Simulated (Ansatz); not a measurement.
# A convergence test on KBr (Fm-3m): k mesh of the hybrid

Aim: see how gap, energy and time of KBr (Fm-3m) follow the k mesh of the hybrid.

Main program and level: Ansatz 0.2.0; DFT, HSE06, plane waves, PAW.

## 1. Starting point

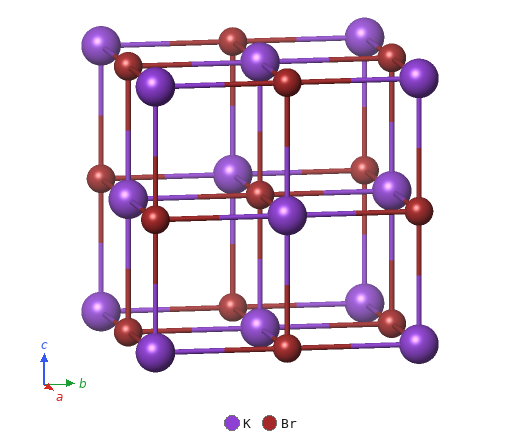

The cell as given, slightly off an axis (potassium purple, bromine red). This picture shows the conventional cell, with its axes. Some periodic images of atoms are drawn too.

The cell and positions come from the Crystallography Open Database and are kept as given unless a step says otherwise. The default PAW set here is soft_2. Its files were made with PBE.

## 2. k mesh of the hybrid: 2×2×2

File input.yaml:

```yaml
crystal:
  lattice:
    - [0.0, 3.3, 3.3]
    - [3.3, 0.0, 3.3]
    - [3.3, 3.3, 0.0]
  atoms:
    - { symbol: K, position: [0.0, 0.0, 0.0] }
    - { symbol: Br, position: [0.5, 0.5, 0.5] }
kpoints:
  mp_grid: { grid: [2, 2, 2] }
  band_path:
    path:
      - [0.0, 0.0, 0.0]
      - [0.5, 0.0, 0.5]
      - [0.625, 0.25, 0.625]
      - [0.375, 0.375, 0.75]
      - [0.5, 0.5, 0.5]
      - [0.5, 0.25, 0.75]
    npoints: 1
hamiltonian:
  xc: hse06
scf:
  occupations: { method: fixed }
  n_extra_bands: 4
output:
  eigenvalues: true
  write_density: true
  write_potential: true
  elf: true
  volumetric_format: npy
```

Run with:

```bash
$ ansatz run input.yaml --threads 3 --pin off --max-ram 92160MiB --backend cuda --events-out ev --progress --plain --runs-dir out --devices 1 --max-vram 13GiB
```

Numbers of over 12 decimals in the logs are rounded to 6 here.

The program printed:

```text
scf.n_extra_bands = 4 over 8 filled bands (N_el = 16.0): the run solves 12 bands
exact exchange: scf.exx.singularity resolves to wigner_seitz, which cuts the screened interaction at the faces of the exchange supercell's Wigner-Seitz cell, so that each pair interacts once, at the shortest of its separations (the periodic images that this leaves out come, for a point-like exchange hole, to about 0.028 eV on a filled level). The cut falls within the interaction's reach, and what an exchange supercel [...]
GPUs: using 1 of 1 available (devices: 1).
Engine: ansatz 0.2.0, x86_64-unknown-linux-gnu
Pseudopotentials: kind: paw
Pseudopotential: K, paw, valence charge 9, recommended cutoff 420 eV (normal), K.paw.azcp
Pseudopotential: Br, paw, valence charge 7, recommended cutoff 420 eV (normal), Br.paw.azcp
Functional definition: HSE06
  parameter a = 0.25
  parameter omega = 0.11/bohr
  exchange = pbe_x - a*pbe_x_sr(omega) + a*exact_x_sr(omega)
  correlation = pbe_c
davidson cushion auto → on  (no smearing: the cushion is to keep the highest requested band from converging to the state above it; pin scf.eigensolver.cushion to override)
device memory: the entry about to start is reckoned to put 0.9 GiB on a device that reports 41.8 GiB free (of which the cap on the GPU budget leaves the run 13.0 GiB)
GPU FFT provider: cuFFT
GPU libraries: cuBLAS 13.8.2, cuFFT 12.4.0, cuSOLVER 12.3.4
Crystal: 2 atoms, lattice volume = 71.874 Å³
Basis set: ecut = 420 eV, 1411 PW (Γ)
Bands: 12, of which v1, the nominal top of the filled ones, is band 8 counted from 1 (7 counted from 0)
Symmetry: 48 space group operations
Space group: Fm-3m (ITA 225), of the structure as read, at distance tolerance 4.2e-5 Å
k-points: 3 of 8
Non-local potential: K, projectors of the file, l = 0: 3, l = 1: 2, l = 2: 2
Non-local potential: Br, projectors of the file, l = 0: 2, l = 1: 2, l = 2: 2
PAW form: soft (Blöchl's): semilocal exchange-correlation on the pseudo side does not see the compensation charge
PAW frozen core: K, regenerated for the run's functional, and the local potential with it (the file was generated under x = pbe(κ = 0.804, μ = 0.219515), c = pbe(β = 0.066725))
PAW frozen core: Br, regenerated for the run's functional, and the local potential with it (the file was generated under x = pbe(κ = 0.804, μ = 0.219515), c = pbe(β = 0.066725))
PAW one-centre angular grid: K, 110 points (default); XC on 64 Gauss nodes
PAW one-centre angular grid: Br, 110 points (default); XC on 64 Gauss nodes
Initial density: superposition of atomic densities (neutral atoms: chi_scale 0, normalization atom), corrected by the library's trained network
Initial wavefunctions: pseudopotential atomic-orbital guess
GPU buffer pool allocated for 32768 grid points (all kernels)
GPU transforms: local potential and band sums: pruned to the plane-wave sphere, on 30×32×32
Functional: x = pbe(κ = 0.804, μ = 0.219515), c = pbe(β = 0.066725), warm-up for x = pbe(κ = 0.804, μ = 0.219515) + 0.25 (exact − pbe) at short range (hse, ω = 0.207870 Å⁻¹), c = pbe(β = 0.066725); HSE06 as pw.x's `hse` composes it (authors' and Libxc's form: `xc: wpbeh`)
SCF iter   1: F=—  HF=-4324.386092 eV  |F-HF|=—  |Δ(HF+E_count)|=         —  Δρ=1.04e-3  dr2=1.42e-3  ethr=1.77e-3  ⟨swp⟩=2.0  Hψ=295  notcnv=0
preconditioner: auto → none  [insulator: Δε(μ)=4.397 eV  Ē_g=14.912 eV  n_scr=14 (ndim 8)  ℏωp=16.4 eV  f_vac=0.056]
SCF iter   2: F=-4324.386302 eV  HF=-4324.386173 eV  |F-HF|=1.28e-4  |Δ(HF+E_count)|=   8.16e-5  Δρ=5.08e-4  dr2=1.78e-4  ethr=8.85e-6  ⟨swp⟩=4.7  Hψ=114  notcnv=0  defer=1
SCF 1 stopped early in 2 iterations: F = -4324.386302 eV  dr2 = 1.78e-4
  greatest PAW one-centre occupation: 0.987 electrons in one spin orbital (limit 2), on the K atom at site 0 (counted from 0), in its partial waves of l = 0
device memory: the entry about to start is reckoned to put 1.0 GiB on a device that reports 42.4 GiB free (of which the cap on the GPU budget leaves the run 13.0 GiB)
[...]
Frozen-core exchange: fock
SCF iter   1: F=—  HF=-4327.309481 eV  |F-HF|=—  |Δ(HF+E_count)|=         —  Δρ=2.92e-3  dr2=5.01e-3  ethr=1.12e-5  ⟨swp⟩=8.0  Hψ=188  notcnv=0
preconditioner: auto → none  [insulator: Δε(μ)=5.615 eV  Ē_g=16.798 eV  n_scr=14 (ndim 8)  ℏωp=16.4 eV  f_vac=0.076]
SCF iter   2: F=—  HF=-4327.308150 eV  |F-HF|=—  |Δ(HF+E_count)|=   1.33e-3  Δρ=1.36e-3  dr2=9.17e-4  ethr=1.12e-5  ⟨swp⟩=3.7  Hψ=102  notcnv=0
SCF iter   3: F=—  HF=-4327.309567 eV  |F-HF|=—  |Δ(HF+E_count)|=   1.42e-3  Δρ=3.23e-4  dr2=1.30e-4  ethr=4.90e-6  ⟨swp⟩=4.7  Hψ=103  notcnv=0
iter 4 solved again at ethr=5.32e-9 eV; its pass at ethr=7.69e-7 eV (dr2=8.51e-7 eV) is discarded
SCF iter   4: F=—  HF=-4327.309530 eV  |F-HF|=—  |Δ(HF+E_count)|=   3.64e-5  Δρ=5.35e-5  dr2=1.75e-6  ethr=5.32e-9  ⟨swp⟩=5.0  Hψ=220  notcnv=0
SCF iter   5: F=-4327.309530 eV  HF=-4327.309530 eV  |F-HF|=3.12e-8  |Δ(HF+E_count)|=   2.36e-7  Δρ=1.35e-5  dr2=8.94e-7  ethr=5.32e-9  ⟨swp⟩=3.0  Hψ=97  notcnv=0
SCF 2 stopped early in 5 iterations: F = -4327.309530 eV  dr2 = 8.94e-7
  greatest PAW one-centre occupation: 0.988 electrons in one spin orbital (limit 2), on the K atom at site 0 (counted from 0), in its partial waves of l = 0
hybrid outer 1: dexx = +2.006e-3 eV, tail = 1.03e-5 eV
GPU FFT provider: cuFFT
GPU libraries: cuBLAS 13.8.2, cuFFT 12.4.0, cuSOLVER 12.3.4
GPU buffer pool allocated for 32768 grid points (all kernels)
GPU transforms: local potential and band sums: pruned to the plane-wave sphere, on 30×32×32
Exchange kernel: α = 0.2500, screened, ω = 0.2079 Å⁻¹, Wigner–Seitz truncation, v(0) = 816.6261 eV·Å³, q-mesh 2×2×2, nearest image of the exchange supercell L = 9.33 Å, pair-density grid 18×18×18, without the augmentation charges, whose exchange is taken in its separable form by FFT convolution over the k-point mesh (sized by the pseudopotential files, 27×27×27 at the most), smooth part of the exact exchange by density-matrix convolution in up to 233.5 MiB of GPU memory as planned if the GPU has room (build and FFT work areas not counted)
Frozen-core exchange: fock
SCF iter   1: F=—  HF=-4327.309805 eV  |F-HF|=—  |Δ(HF+E_count)|=         —  Δρ=4.33e-5  dr2=5.63e-7  ethr=3.23e-7  ⟨swp⟩=4.3  Hψ=116  notcnv=0
preconditioner: auto → none  [insulator: Δε(μ)=5.611 eV  Ē_g=16.808 eV  n_scr=14 (ndim 8)  ℏωp=16.4 eV  f_vac=0.085]
iter 2 solved again at ethr=1.29e-10 eV; its pass at ethr=3.35e-9 eV (dr2=2.06e-8 eV) is discarded
SCF iter   2: F=-4327.309805 eV  HF=-4327.309805 eV  |F-HF|=1.89e-9  |Δ(HF+E_count)|=   1.64e-7  Δρ=1.02e-5  dr2=3.71e-8  ethr=1.29e-10  ⟨swp⟩=3.3  Hψ=193  notcnv=0  defer=1
SCF 3 converged in 2 iterations: F = -4327.309805 eV  dr2 = 3.71e-8
[...]
hybrid outer 2: dexx = +3.064e-7 eV, tail = 8.48e-8 eV, Δε = 1.45e-3 eV (about 1.15e-4 eV left of the loop's levels)
device memory: the entry about to start is reckoned to put 0.3 GiB on a device that reports 36.5 GiB free (of which the cap on the GPU budget leaves the run 13.0 GiB)
NSCF: frozen V_eff on 6 k-points
hybrid SCF converged: 2 outer / 7 inner (+2 warm-up), last move |dexx| = 3.06e-7 eV, tail = 8.48e-8 eV
Stability not checked: this state was not tested for a lower state beside it, because the functional holds exact exchange (a hybrid, or Hartree-Fock), whose exchange loop this test does not read (fock_operator; see scf.lower_state_search)
Free energy (F): -4327.309805 eV
Frozen-core exchange: fock
Harris-Foulkes:  -4327.309805 eV  (|F-HF|=1.89e-9)
Internal energy: -4327.309805 eV  (E = F + TS)
E sigma→0 (E₀):  -4327.309805 eV
Fermi energy:    0.260603 eV
--- Per-component energies (eV) ---
  E_band       = -158.187918
  E_kinetic    = 388.852486
  E_local      = -838.768503  (includes V_loc(G=0)·N_el)
  E_nonlocal   = 82.543674
  E_hartree    = 272.482161
  E_xc         = -317.174892
  E_vxc        = -214.987279  (∫ρ·V_xc dr)
  E_exx        = -37.448707  (= α·E_x^exact, valence–valence)
  E_paw        = -3077.305829  (= ΣΔE_a)
  E_vpaw       = -45.896977  (= ΣTr[D̂ρ^β])
  E_aug_tail   = -0.000004  (compensation charges beyond the density's cutoff)
  E_ewald      = -799.985846
  E_core_change = -0.504345  (= ΣΔE_core)
  E_smearing   = -0.000000  (= −TS)
  E_closure    = -0.000000  (closes the sum)
  Σ components = -4327.309805   (vs F -4327.309805, Δ=0.00e0)
--- Band table (eV) ---
  k-point 0: bands = [... 4 lower, -11.8822, 0.2606, 0.2606, 0.2606, 5.8718, 9.1904, 9.1904, 9.1904]
  k-point 1: bands = [... 4 lower, -11.5998, -0.9487, -0.0819, -0.0819, 8.0074, 9.8382, 11.5876, 11.5876]
  k-point 2: bands = [... 4 lower, -11.9197, -0.5834, -0.0382, -0.0382, 7.3047, 8.7252, 11.0397, 11.1797]
```

Elapsed: 15 s, on 1 × NVIDIA H100 80GB HBM3 (shared by 6 runs) with 3 threads of AMD EPYC 7R13 (Zen 3), shared host; peak memory 0.98 GiB; 7.6 s of CPU time.

Reading the cycles: dr2 is the Hartree energy of the density residual (eV), the measure of convergence; HF is the Harris–Foulkes estimate of the energy, which meets the free energy F at convergence.

Numbers from this step:

- gap: 5.611 eV
- valence top at: Γ
- conduction bottom at: Γ
- least direct gap: 5.611 eV
- exact-exchange fraction: 0.25

The gap is direct, at Γ.

## 3. k mesh of the hybrid: 4×4×4

input.yaml: that of step 2 with these lines changed.

```diff
@@ -9,3 +9,3 @@
 kpoints:
-  mp_grid: { grid: [2, 2, 2] }
+  mp_grid: { grid: [4, 4, 4] }
   band_path:
@@ -26,5 +26 @@
   eigenvalues: true
-  write_density: true
-  write_potential: true
-  elf: true
-  volumetric_format: npy
```

The program printed:

```text
[...]
GPUs: using 1 of 1 available (devices: 1).
[...]
GPU FFT provider: cuFFT
GPU libraries: cuBLAS 13.8.2, cuFFT 12.4.0, cuSOLVER 12.3.4
Crystal: 2 atoms, lattice volume = 71.874 Å³
Basis set: ecut = 420 eV, 1411 PW (Γ)
Bands: 12, of which v1, the nominal top of the filled ones, is band 8 counted from 1 (7 counted from 0)
[... 1 set-up line as in the run before ...]
[...]
k-points: 8 of 64
[...]
Internal energy: -4327.403765 eV  (E = F + TS)
E sigma→0 (E₀):  -4327.403765 eV
Fermi energy:    0.209230 eV
[...]
--- Band table (eV; the first three rows and the last of 8) ---
  k-point 0: bands = [... 4 lower, -11.8586, 0.2092, 0.2092, 0.2092, 5.8117, 9.1718, 9.1718, 9.1718]
  k-point 1: bands = [... 4 lower, -11.7213, -0.4803, 0.0302, 0.0302, 7.0824, 8.9845, 9.9174, 9.9174]
  k-point 2: bands = [... 4 lower, -11.5970, -1.0246, -0.1366, -0.1366, 7.9543, 9.7988, 11.5805, 11.5805]
  k-point 7: bands = [... 4 lower, -11.7583, -0.4135, -0.4135, -0.3523, 8.8556, 8.8556, 9.7999, 10.7334]
[key lines of the parts left out:]
Free energy (F): -4327.403765 eV
```

The job ended after 20 s (1 × NVIDIA H100 80GB HBM3 (shared by 6 runs) with 3 threads; peak memory 1 GiB).

This step gave:

* gap: 5.603 eV
* valence top at: Γ
* conduction bottom at: Γ
* least direct gap: 5.603 eV

The gap is 5.603 eV, −0.009 eV from the run before at this level.

## 4. k mesh of the hybrid: 6×6×6

input.yaml: that of step 3 with these lines changed.

```diff
@@ -9,3 +9,3 @@
 kpoints:
-  mp_grid: { grid: [4, 4, 4] }
+  mp_grid: { grid: [6, 6, 6] }
   band_path:
```

The program printed:

```text
[...]
GPUs: using 1 of 1 available (devices: 1).
[...]
GPU FFT provider: cuFFT
GPU libraries: cuBLAS 13.8.2, cuFFT 12.4.0, cuSOLVER 12.3.4
Crystal: 2 atoms, lattice volume = 71.874 Å³
Basis set: ecut = 420 eV, 1411 PW (Γ)
Bands: 12, of which v1, the nominal top of the filled ones, is band 8 counted from 1 (7 counted from 0)
[... 1 set-up line as in the run before ...]
[...]
k-points: 16 of 216
[...]
E sigma→0 (E₀):  -4327.404055 eV
Fermi energy:    0.208970 eV
[...]
--- Band table (eV; the first three rows and the last of 16) ---
  k-point 0: bands = [... 4 lower, -11.8584, 0.2090, 0.2090, 0.2090, 5.8111, 9.1717, 9.1717, 9.1717]
  k-point 1: bands = [... 4 lower, -11.7877, -0.1612, 0.1177, 0.1177, 6.4755, 8.9801, 9.5166, 9.5166]
  k-point 2: bands = [... 4 lower, -11.6578, -0.7657, -0.0550, -0.0550, 7.5897, 9.2291, 10.4332, 10.4332]
  k-point 15: bands = [... 4 lower, -11.7909, -0.5432, -0.2910, -0.2671, 8.0283, 9.4463, 9.7980, 11.0000]
[key lines of the parts left out:]
Free energy (F): -4327.404055 eV
```

The job ended after 18 s (1 × NVIDIA H100 80GB HBM3 (shared by 6 runs) with 3 threads; peak memory 1.2 GiB).

This step gave:

```
gap                  : 5.602 eV
valence top at       : Γ
conduction bottom at : Γ
least direct gap     : 5.602 eV
```

The gap is 5.602 eV, as in the run before at this level.

## 5. The series

Differences are against the last row; a negative gap means that bands overlap, and a run with a band path holds that path's time. Times are wall times on 1 × NVIDIA H100 80GB HBM3 (shared by 6 runs) with 3 threads of AMD EPYC 7R13 (Zen 3), shared host, good to a factor of about two.

| k mesh of the hybrid | gap (eV) | direct gap (eV) | gap error (eV) | energy error (meV/atom) | irreducible k | time |
| --- | --- | --- | --- | --- | --- | --- |
| 2×2×2 | 5.611 | 5.611 | +0.009 | +47.1 | 3 | 15 s |
| 4×4×4 | 5.603 | 5.603 | +0.0003 | +0.1 | 8 | 20 s |
| 6×6×6 | 5.602 | 5.602 | +0.000 | +0.0 | 16 | 18 s |

## 6. What came out

- 2×2×2: 5.611 eV
- 4×4×4: 5.603 eV
- 6×6×6: 5.602 eV

The gap holds to 0.02 eV from 2×2×2 on, the cheapest setting tried. At 2×2×2 the gap is off by +0.009 eV and the energy by +47 meV/atom. The gap is read over the mesh and added points near the edges, so meshes differ mainly through the density and, for a hybrid, the exchange operator.

[Paths, hosts, dates, memory and timing lines, banners, echoed tables and standing remarks are left out of the program output.]

[Logs are printed without paths, hosts, clocks, repeated set-up lines and the standing remarks that a program may print on its own settings, such as how far it seeks lower states.]

[Runs of the session that timed out or met a known fault of the program may be left out.]

[Cells called generated may have been cut or substituted from an entry of the Crystallography Open Database or the Materials Project.]

[Hosts, paths, dates, database ids (printed as entryN), source tags and the programs' standing remarks are cut or masked in the printed files.]
